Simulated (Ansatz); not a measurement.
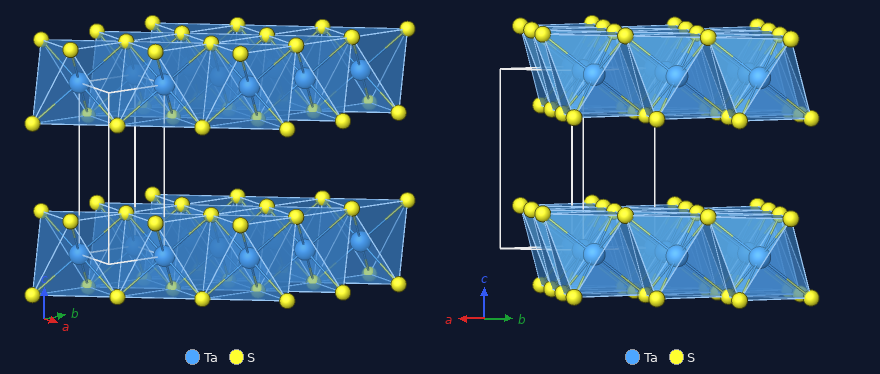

Polyhedra are drawn about Ta (bonds: S–Ta below 2.8 Å); other atoms are plain spheres. Two views of the same piece.

System TaS2 (space group P-3m1, No. 164); source of the atomic positions: the geometry relaxed with Ansatz 0.2.0, DFT PBE, scalar-relativistic, plane waves, PAW.

Sharing among the drawn polyhedra:

```json
{"site": "Ta", "polyhedron": "TaS6 octahedron", "corner-sharing neighbours": "0", "edge-sharing": "6", "face-sharing": "0", "bond (Å)": "2.48"}
```

They form layers of edge-sharing octahedra parallel to (001).
